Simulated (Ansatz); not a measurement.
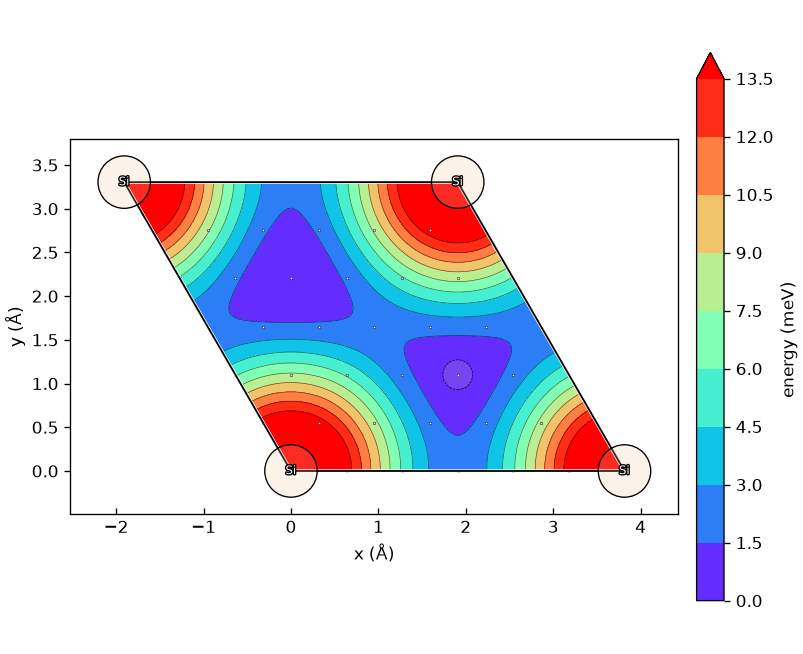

Energy landscape of N₂ on a Si(001) slab cut from the P6_3/mmc phase, its upper half relaxed before the scan (32 atoms of substrate and one adsorbate in a 2 × 2 cell). 
- N2 is moved over the surface cell at a fixed height above a rigid substrate; the origin of the map has the adsorbate above Si29; the height is held at 3.70 Å.
- Places are given modulo a cell vector. The map is drawn in real space over the plane of the surface.
- The scan uses a 6 × 6 grid; 10 points were computed and 26 follow by symmetry.
- Places are given in fractions of the 1 × 1 surface cell.
- Energies: meV, counted from the lowest grid point.
- At a fixed height the lowest place need not be the adsorption site.
- These are results of Ansatz 0.2.0, DFT PBE+D3(BJ), scalar-relativistic, plane waves, PAW, not measurements. Settings: cutoff 420 eV, k-mesh 6×6×1, gaussian smearing 0.05 eV, no spin polarisation.

The picture shows filled contours, dots at the grid points, labelled circles for the atoms of the top layer and small ones for the second layer, the outline of one cell of the plane, one colour for all values above the top of the scale. Between grid points the surface is interpolated. 

Q: Where are the wells?

A: The lowest grid point is at a threefold hollow, (2/6, 4/6) of the cell vectors. There is a further well near a threefold hollow over a second-layer Si atom, (4/6, 2/6) of the cell vectors (0.34 meV above the lowest at that grid point). The highest grid point, the top site over a surface Si atom, (0/6, 0/6) of the cell vectors, lies 18.7 meV above the lowest. On the interpolated surface the easiest way out of the lowest well to the well at a threefold hollow over a second-layer Si atom, (4/6, 2/6) of the cell vectors passes a barrier of about 1.8 meV.

The values on the grid:

```
second ↓, first →   0/6   1/6  2/6  3/6  4/6   5/6
              5/6  14.2   7.8  1.8  1.8  7.8  14.2
              4/6   5.8   1.8  0.0  1.8  5.8   8.0
              3/6   1.8   1.8  1.8  1.8  2.1   2.1
              2/6   5.8   7.8  5.8  2.1  0.3   2.1
              1/6  14.2  14.2  8.0  2.1  2.1   8.0
              0/6  18.7  14.2  5.8  1.8  5.8  14.2
```

Each point was launched as `ansatz run input.yaml --threads 2 --pin off --max-ram 6144MiB --backend cpu --events-out ev --progress --plain --runs-dir out`. The whole map (10 points run) took 7 min on 2 threads of AMD EPYC 9R45 96-Core Processor (Zen 5) (shared host).

PAW datasets: the set soft_1.
